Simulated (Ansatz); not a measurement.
HfSi3O8

Input

```
crystal:
  lattice:
    - [5.5081318838, 0.0, 0.0]
    - [0.0, 5.5081318838, 0.0]
    - [0.0, 0.0, 7.961399661]
  atoms:
    - { symbol: Hf, position: [0.0, 0.0, 0.5] }
    - { symbol: Si, position: [0.5, 0.0, 0.7794438751] }
    - { symbol: Si, position: [0.0, 0.5, 0.2205561249] }
    - { symbol: Si, position: [0.5, 0.5, 0.0] }
    - { symbol: O, position: [0.7335618315, 0.0, 0.6565643613] }
    - { symbol: O, position: [0.2490717641, 0.5, 0.1089971123] }
    - { symbol: O, position: [0.2664381685, 0.0, 0.6565643613] }
    - { symbol: O, position: [0.7509282359, 0.5, 0.1089971123] }
    - { symbol: O, position: [0.0, 0.2664381685, 0.3434356387] }
    - { symbol: O, position: [0.5, 0.7509282359, 0.8910028877] }
    - { symbol: O, position: [0.0, 0.7335618315, 0.3434356387] }
    - { symbol: O, position: [0.5, 0.2490717641, 0.8910028877] }
basis:
  ecutwfc: 420
kpoints:
  mp_grid: { grid: [4, 4, 4] }
hamiltonian:
  xc: pbe
scf:
  occupations: { method: gaussian, width: 0.02 }
output:
  forces: true
  stress: true
  eigenvalues: true
  write_density: true
  write_potential: true
  elf: true
  volumetric_format: npy
relax:
  adjacent_minimum: "off"
  f_tol: 0.01
  max_steps: 80
  cell: { stress_tol: 0.05 }
```

Command:

```sh
ansatz run input.yaml --threads 1 --pin off --max-ram 2560MiB --backend cpu --events-out ev --progress --plain --runs-dir out
```

Below, planes, directions and counts refer to the conventional cell (a = 5.50 Å, b = 5.50 Å, c = 7.99 Å, α = 90.00°, β = 90.00°, γ = 90.00°).

The fields are those of the relaxed geometry.

Space group P-4m2; a structure generated by program, which may or may not match a known phase.

All numbers below come from Ansatz 0.2.0, DFT PBE, scalar-relativistic, plane waves, PAW.

Predict the valence pseudo-density and electron localisation function between the atoms.

Answer. Si–O (1.62 Å): ρ is about 1.3 e/Å³ halfway; the ELF peaks at about 0.85 between the atoms (a shared but strongly polarised pair).
Hf–O (1.93 Å): ρ at the midpoint is about 1.1 e/Å³; the ELF peaks at about 0.80 in the valence shell of O, 0.6 Å from its nucleus, and drops to about 0.20 between the two atoms (no shared electron pair shows on this line).

Does the calculation make it a metal, or give it a gap?

Answer. It is gapped, with a Kohn–Sham gap of 4.7 eV on the k-point mesh (the band edges may lie off the mesh, which would make the gap smaller).

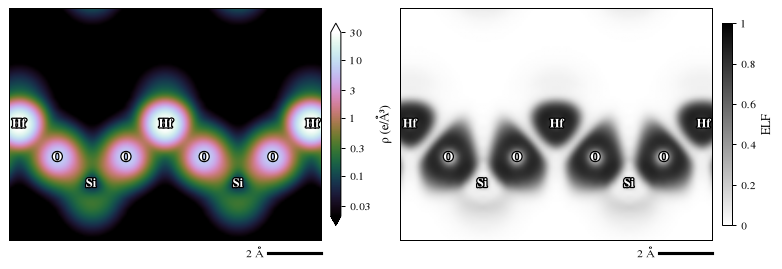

Computed valence pseudo-density and electron localisation function on the (100) plane of the conventional cell, in this order. 

In a PAW calculation such maps are meaningful between the atoms, not at the nuclei.
